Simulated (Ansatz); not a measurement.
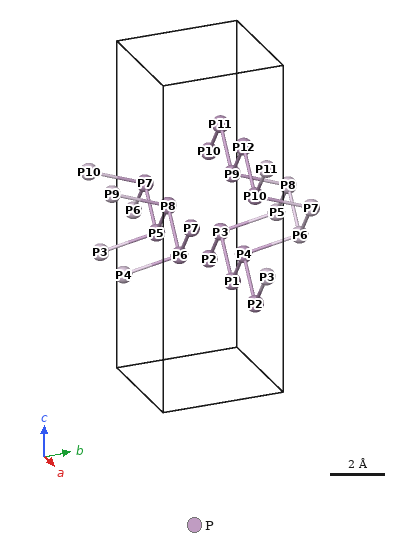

*The input geometry (ball-and-stick view of the cell of the calculation, with the vacuum cut short, seen slightly off an axis; neighbours outside the cell are drawn fainter; atoms are numbered from 1 in the order of the input). An atom can appear more than once, as a periodic image.*

## Geometry relaxation of P (part 1 of 3)

- system: P (slab, 12 atoms in the cell)
- method: DFT PBE+D3(BJ), scalar-relativistic, plane waves, PAW, no spin polarisation (Ansatz 0.2.0)

The structure derives from an entry of the Crystallography Open Database. The input holds or restrains some coordinates. Forces given for the steps count only the free coordinates. It belongs to a series of runs on one base structure; here: clean slab, lower half held. Figures and captions count atoms from 1; the log counts them from 0 in places.

The input:
```yaml
crystal:
  lattice:
    - [6.645048517, 0.0, 0.0]
    - [-1.6612621293, 5.0957603402, 0.0]
    - [0.0, 0.0, 22.6510755558]
  atoms:
    - { symbol: P, position: [0.4468098303, 0.7872393211, 0.3752581187] }
    - { symbol: P, position: [0.9468098303, 0.7872393211, 0.3752581187] }
    - { symbol: P, position: [0.1968098303, 0.7872393211, 0.4407831755] }
    - { symbol: P, position: [0.6968098303, 0.7872393211, 0.4407831755] }
    - { symbol: P, position: [0.3031901697, 0.2127606789, 0.4672374716] }
    - { symbol: P, position: [0.8031901697, 0.2127606789, 0.4672374716] }
    - { symbol: P, position: [0.0531901697, 0.2127606789, 0.5327625284] }
    - { symbol: P, position: [0.5531901697, 0.2127606789, 0.5327625284] }
    - { symbol: P, position: [0.4468098303, 0.7872393211, 0.5592168245] }
    - { symbol: P, position: [0.9468098303, 0.7872393211, 0.5592168245] }
    - { symbol: P, position: [0.1968098303, 0.7872393211, 0.6247418813] }
    - { symbol: P, position: [0.6968098303, 0.7872393211, 0.6247418813] }
basis:
  ecutwfc: 420
kpoints:
  mp_grid: { grid: [5, 6, 1] }
hamiltonian:
  xc: pbe
  dispersion: d3bj
scf:
  occupations: { method: gaussian, width: 0.1 }
output:
  forces: true
  eigenvalues: true
  write_density: true
  write_potential: true
  elf: true
  volumetric_format: npy
relax:
  adjacent_minimum: "off"
  f_tol: 0.03
  max_steps: 70
  constraints: [{ sites: [0, 1, 2, 3, 4, 5] }]
efield:
  axis: 3
  dipole_correction: true
  ramp_width: 0.04
```

Machine: 4 threads of Intel Xeon @ 2.90GHz (Ice Lake), 64 GiB of memory available, shared host.

Launched with:
```bash
ansatz run input.yaml --threads 4 --pin off --max-ram 10240MiB --backend cpu --events-out ev --progress --plain --runs-dir out
```

The program's output:
```
Engine: ansatz 0.2.0, x86_64-unknown-linux-gnu
Pseudopotentials: kind: paw
Pseudopotential: P, paw, valence charge 5, recommended cutoff 420 eV (normal), P.paw.azcp
Functional definition: PBE
  parameter kappa = 0.804
  parameter beta = 0.06672455060314922
  exchange = pbe_x(kappa = kappa, mu = beta*pi^2/3)
  correlation = pbe_c(beta = beta)
Crystal: 12 atoms, lattice volume = 767.001 Å³
Basis set: ecut = 420 eV, 14921 PW (Γ), exchange–correlation on 90×72×320 points (8 copies of the dense FFT grid, shifted against one another)
Bands: 42, of which v1, the nominal top of the filled ones, is band 30 counted from 1 (29 counted from 0)
Symmetry: 2 space group operations
k-points: 16 of 30 (time reversal used)
Non-local potential: P, projectors of the file, l = 0: 2, l = 1: 2, l = 2: 2
PAW form: soft (Blöchl's): semilocal exchange-correlation on the pseudo side does not see the compensation charge
PAW one-centre angular grid: P, 110 points (default); XC on 64 Gauss nodes
Initial density: superposition of atomic densities (neutral atoms: chi_scale 0, normalization atom), corrected by the library's trained network
Initial wavefunctions: pseudopotential atomic-orbital guess
Functional: x = pbe(κ = 0.804, μ = 0.2195149727645171), c = pbe(β = 0.06672455060314922)
SCF iter   1: F=—  HF=-9067.932310 eV  |F-HF|=—  |Δ(HF+E_count)|=         —  Δρ=2.29e-3  dr2=1.37e-1  ethr=1.77e-3  p=0.000 e·Å  D=3.42e-14 V/Å  ΔV_dip=-0.00 eV  dr2_dipole=9.51e-9  V_vac-E_F(+/−)=5.66/5.66 eV  ⟨swp⟩=9.8  Hψ=4307  notcnv=0  defer=8
efield: sawtooth ramp at fractional position 0.9800 (placed from the atoms, in the widest stretch of the axis that holds none; the zero of the levels goes with the place), width 0.0400; the density the first Hamiltonian is built on has a dipole p = 0.000 e·Å; the dipole correction subtracts the counter field D = 3.42e-14 V/Å, which shifts the + side's vacuum level by -0.00 eV against the − side's; the planar-averaged density in the ramp window peaks in size at 1.7e-6 e/Å³
preconditioner: auto → LDOS  [metal: Δε(μ)=0.017 eV  Ē_g=8.358 eV  σ=0.100 eV  W_gap=0.10  n_scr=70 (ndim 8)  ℏωp=10.4 eV  f_vac=0.608  D(μ)=9.97/eV (n_scr^D=52)  β→1.0]
SCF iter   2: F=—  HF=-9067.916714 eV  |F-HF|=—  |Δ(HF+E_count)|=   1.56e-2  Δρ=1.44e-3  dr2=3.06e-2  ethr=2.28e-4  p=0.000 e·Å  D=2.17e-5 V/Å  ΔV_dip=-0.00 eV  dr2_dipole=1.74e-7  V_vac-E_F(+/−)=5.38/5.38 eV  ⟨swp⟩=3.4  Hψ=1349  notcnv=0  defer=39
SCF iter   3: F=—  HF=-9067.911987 eV  |F-HF|=—  |Δ(HF+E_count)|=   4.73e-3  Δρ=4.85e-4  dr2=1.33e-2  ethr=5.11e-5  p=-0.000 e·Å  D=-1.43e-6 V/Å  ΔV_dip=0.00 eV  dr2_dipole=1.51e-8  V_vac-E_F(+/−)=5.42/5.42 eV  ⟨swp⟩=2.1  Hψ=1046  notcnv=0  defer=39
SCF iter   4: F=—  HF=-9067.910884 eV  |F-HF|=—  |Δ(HF+E_count)|=   1.10e-3  Δρ=2.63e-4  dr2=3.06e-3  ethr=2.21e-5  p=-0.000 e·Å  D=-2.79e-7 V/Å  ΔV_dip=0.00 eV  dr2_dipole=4.62e-9  V_vac-E_F(+/−)=5.40/5.40 eV  ⟨swp⟩=2.1  Hψ=806  notcnv=0  defer=17
SCF iter   5: F=—  HF=-9067.910479 eV  |F-HF|=—  |Δ(HF+E_count)|=   4.06e-4  Δρ=1.11e-4  dr2=4.97e-4  ethr=5.09e-6  p=-0.000 e·Å  D=-6.04e-7 V/Å  ΔV_dip=0.00 eV  dr2_dipole=8.98e-10  V_vac-E_F(+/−)=5.39/5.39 eV  ⟨swp⟩=2.4  Hψ=868  notcnv=0  defer=17
SCF iter   6: F=—  HF=-9067.910410 eV  |F-HF|=—  |Δ(HF+E_count)|=   6.89e-5  Δρ=3.69e-5  dr2=3.13e-5  ethr=8.29e-7  p=-0.000 e·Å  D=-7.48e-7 V/Å  ΔV_dip=0.00 eV  dr2_dipole=1.86e-10  V_vac-E_F(+/−)=5.39/5.39 eV  ⟨swp⟩=2.2  Hψ=969  notcnv=0  defer=17
SCF iter   7: F=-9067.910413 eV  HF=-9067.910412 eV  |F-HF|=4.51e-7  |Δ(HF+E_count)|=   2.31e-6  Δρ=1.12e-5  dr2=1.58e-6  ethr=3.75e-8  p=-0.000 e·Å  D=-1.31e-7 V/Å  ΔV_dip=0.00 eV  dr2_dipole=2.10e-11  V_vac-E_F(+/−)=5.39/5.39 eV  ⟨swp⟩=22.4  Hψ=8147  notcnv=0
SCF 1 converged in 7 iterations: F = -9067.910413 eV  dr2 = 1.58e-6
  Residual-converged pass: ⟨swp⟩=1.1  Hψ=738  notcnv=0  max |occ|·‖R‖ = 7.0e-9 eV (tolerance 1.0e-8 eV)  dr2=1.58e-6  dr2_onsite=1.04e-8  max |Δocc| = 2.4e-10
  greatest PAW one-centre occupation: 0.824 electrons in one spin orbital (limit 2), on the P atom at site 1 (counted from 0), in its partial waves of l = 0
relax step   1: F+E_penalty+E_count = -9067.91041259 eV  Δ(F+E_penalty+E_count) = +0.000e0 eV  max|allowed force component| = 9.213e-1 eV/Å  Δτ_max = 0.0000 Å  (7 SCF iters, dr2 threshold 2.25e-5 eV, accepted)
Initial density: handed on by an earlier stage of this run
Initial wavefunctions: those handed on with the density
iter 1 solved again at ethr=1.99e-4 eV; its pass at ethr=3.10e-3 eV (dr2=1.19e-1 eV) is discarded
SCF iter   1: F=—  HF=-9068.023674 eV  |F-HF|=—  |Δ(HF+E_count)|=         —  Δρ=3.67e-3  dr2=9.25e-2  ethr=1.99e-4  p=-0.000 e·Å  D=-1.09e-7 V/Å  ΔV_dip=0.00 eV  dr2_dipole=9.76e-3  V_vac-E_F(+/−)=5.38/5.38 eV  ⟨swp⟩=2.0  Hψ=3268  notcnv=0  defer=57
efield: sawtooth ramp at fractional position 0.9800 (handed on by an earlier solve), width 0.0400; the density the first Hamiltonian is built on has a dipole p = -0.000 e·Å; the dipole correction subtracts the counter field D = -1.09e-7 V/Å, which shifts the + side's vacuum level by +0.00 eV against the − side's; the planar-averaged density in the ramp window peaks in size at 9.8e-8 e/Å³
preconditioner: auto → LDOS  [metal: Δε(μ)=0.012 eV  Ē_g=8.433 eV  σ=0.100 eV  W_gap=0.07  n_scr=70 (ndim 8)  ℏωp=10.4 eV  f_vac=0.614  D(μ)=9.10/eV (n_scr^D=44)  β→1.0]
SCF iter   2: F=—  HF=-9068.015391 eV  |F-HF|=—  |Δ(HF+E_count)|=   8.28e-3  Δρ=8.33e-4  dr2=1.13e-2  ethr=1.54e-4  p=0.002 e·Å  D=4.20e-4 V/Å  ΔV_dip=-0.01 eV  dr2_dipole=5.16e-5  V_vac-E_F(+/−)=5.38/5.39 eV  ⟨swp⟩=2.1  Hψ=1090  notcnv=0  defer=57
SCF iter   3: F=—  HF=-9068.014309 eV  |F-HF|=—  |Δ(HF+E_count)|=   1.08e-3  Δρ=3.95e-4  dr2=3.88e-3  ethr=1.88e-5  p=-0.003 e·Å  D=-6.53e-4 V/Å  ΔV_dip=0.01 eV  dr2_dipole=4.04e-4  V_vac-E_F(+/−)=5.40/5.39 eV  ⟨swp⟩=2.0  Hψ=1065  notcnv=0  defer=57
SCF iter   4: F=—  HF=-9068.013650 eV  |F-HF|=—  |Δ(HF+E_count)|=   6.59e-4  Δρ=1.41e-4  dr2=3.89e-4  ethr=6.47e-6  p=-0.002 e·Å  D=-3.91e-4 V/Å  ΔV_dip=0.01 eV  dr2_dipole=5.45e-5  V_vac-E_F(+/−)=5.40/5.39 eV  ⟨swp⟩=2.5  Hψ=1077  notcnv=0  defer=58
SCF iter   5: F=—  HF=-9068.013588 eV  |F-HF|=—  |Δ(HF+E_count)|=   6.17e-5  Δρ=5.47e-5  dr2=5.58e-5  ethr=6.48e-7  p=-0.001 e·Å  D=-2.86e-4 V/Å  ΔV_dip=0.01 eV  dr2_dipole=1.45e-6  V_vac-E_F(+/−)=5.40/5.39 eV  ⟨swp⟩=2.4  Hψ=1004  notcnv=0  defer=58
SCF iter   6: F=-9068.013569 eV  HF=-9068.013582 eV  |F-HF|=1.37e-5  |Δ(HF+E_count)|=   6.02e-6  Δρ=2.37e-5  dr2=1.61e-5  ethr=8.84e-8  p=-0.001 e·Å  D=-2.93e-4 V/Å  ΔV_dip=0.01 eV  dr2_dipole=5.94e-7  V_vac-E_F(+/−)=5.40/5.39 eV  ⟨swp⟩=23.8  Hψ=8465  notcnv=0
SCF 2 converged in 6 iterations: F = -9068.013569 eV  dr2 = 1.61e-5
relax step   2: F+E_penalty+E_count = -9068.01356862 eV  Δ(F+E_penalty+E_count) = -1.032e-1 eV  max|allowed force component| = 2.351e-1 eV/Å  Δτ_max = 0.1839 Å  (6 SCF iters, dr2 threshold 5.31e-5 eV, accepted)
SCF iter   1: F=—  HF=-9068.084466 eV  |F-HF|=—  |Δ(HF+E_count)|=         —  Δρ=3.47e-3  dr2=4.83e-1  ethr=1.55e-3  p=-0.001 e·Å  D=-2.93e-4 V/Å  ΔV_dip=0.01 eV  dr2_dipole=1.47e-1  V_vac-E_F(+/−)=5.36/5.35 eV  ⟨swp⟩=5.8  Hψ=2302  notcnv=0  defer=59
efield: sawtooth ramp at fractional position 0.9800 (handed on by an earlier solve), width 0.0400; the density the first Hamiltonian is built on has a dipole p = -0.001 e·Å; the dipole correction subtracts the counter field D = -2.93e-4 V/Å, which shifts the + side's vacuum level by +0.01 eV against the − side's; the planar-averaged density in the ramp window peaks in size at 1.5e-7 e/Å³
preconditioner: auto → LDOS  [metal: Δε(μ)=0.028 eV  Ē_g=8.465 eV  σ=0.100 eV  W_gap=0.16  n_scr=70 (ndim 8)  ℏωp=10.4 eV  f_vac=0.616  D(μ)=8.36/eV (n_scr^D=40)  β→1.0]
SCF iter   2: F=—  HF=-9068.069067 eV  |F-HF|=—  |Δ(HF+E_count)|=   1.54e-2  Δρ=1.17e-3  dr2=2.70e-2  ethr=8.05e-4  p=0.028 e·Å  D=6.70e-3 V/Å  ΔV_dip=-0.15 eV  dr2_dipole=4.04e-3  V_vac-E_F(+/−)=5.29/5.44 eV  ⟨swp⟩=2.0  Hψ=927  notcnv=0  defer=59
SCF iter   3: F=—  HF=-9068.065189 eV  |F-HF|=—  |Δ(HF+E_count)|=   3.88e-3  Δρ=4.56e-4  dr2=5.73e-3  ethr=4.49e-5  p=0.020 e·Å  D=4.66e-3 V/Å  ΔV_dip=-0.11 eV  dr2_dipole=8.34e-4  V_vac-E_F(+/−)=5.31/5.41 eV  ⟨swp⟩=2.9  Hψ=1262  notcnv=0  defer=59
SCF iter   4: F=—  HF=-9068.064337 eV  |F-HF|=—  |Δ(HF+E_count)|=   8.52e-4  Δρ=1.29e-4  dr2=6.23e-4  ethr=9.54e-6  p=0.021 e·Å  D=4.86e-3 V/Å  ΔV_dip=-0.11 eV  dr2_dipole=1.62e-4  V_vac-E_F(+/−)=5.31/5.42 eV  ⟨swp⟩=2.3  Hψ=966  notcnv=0  defer=59
SCF iter   5: F=—  HF=-9068.064330 eV  |F-HF|=—  |Δ(HF+E_count)|=   6.97e-6  Δρ=4.71e-5  dr2=7.57e-5  ethr=1.04e-6  p=0.021 e·Å  D=4.99e-3 V/Å  ΔV_dip=-0.11 eV  dr2_dipole=1.42e-5  V_vac-E_F(+/−)=5.30/5.42 eV  ⟨swp⟩=2.5  Hψ=985  notcnv=0  defer=59
SCF iter   6: F=—  HF=-9068.064335 eV  |F-HF|=—  |Δ(HF+E_count)|=   4.60e-6  Δρ=1.69e-5  dr2=7.91e-6  ethr=1.26e-7  p=0.021 e·Å  D=4.97e-3 V/Å  ΔV_dip=-0.11 eV  dr2_dipole=1.86e-6  V_vac-E_F(+/−)=5.31/5.42 eV  ⟨swp⟩=2.4  Hψ=1010  notcnv=0  defer=59
SCF iter   7: F=-9068.064336 eV  HF=-9068.064336 eV  |F-HF|=2.48e-7  |Δ(HF+E_count)|=   1.05e-6  Δρ=5.08e-6  dr2=5.43e-7  ethr=5.76e-9  p=0.021 e·Å  D=4.97e-3 V/Å  ΔV_dip=-0.11 eV  dr2_dipole=3.81e-8  V_vac-E_F(+/−)=5.30/5.42 eV  ⟨swp⟩=23.4  Hψ=7240  notcnv=0
SCF 3 converged in 7 iterations: F = -9068.064336 eV  dr2 = 5.43e-7
relax step   3: F+E_penalty+E_count = -9068.06433584 eV  Δ(F+E_penalty+E_count) = -5.077e-2 eV  max|allowed force component| = 2.703e-1 eV/Å  Δτ_max = 0.1961 Å  (7 SCF iters, dr2 threshold 3.45e-6 eV, accepted)
iter 1 solved again at ethr=1.84e-3 eV; its pass at ethr=3.10e-3 eV (dr2=1.10e0 eV) is discarded
```
